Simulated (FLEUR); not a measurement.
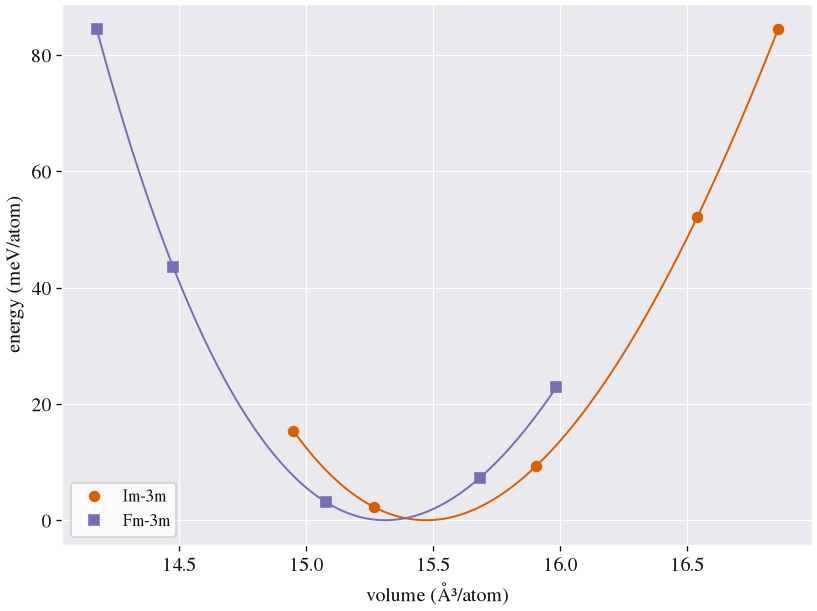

**Figure.** Energy against volume, with one curve for each structure, for Pt. Each energy curve has its own zero, so the curves don't rank the structures.

The fitted equilibrium volumes, smallest first, are Fm-3m 15.311, Im-3m 15.472 Å³/atom. The fitted bulk moduli, smallest first, are Im-3m 260.3, Fm-3m 271.5 GPa.

How it was computed, with FLEUR MaX-R8.1 (later development tree): all-electron LAPW DFT, no spin polarisation; energies at scaled volumes of the given cell, shape and fractions fixed, counted from the fit's minimum, third-order Birch-Murnaghan fit. Level: r2SCAN.

k mesh 12×12×12; occupations Fermi–Dirac; smearing width 0.05 eV; potentials all electron.

Caveats: spin-orbit coupling left out, heavy elements.
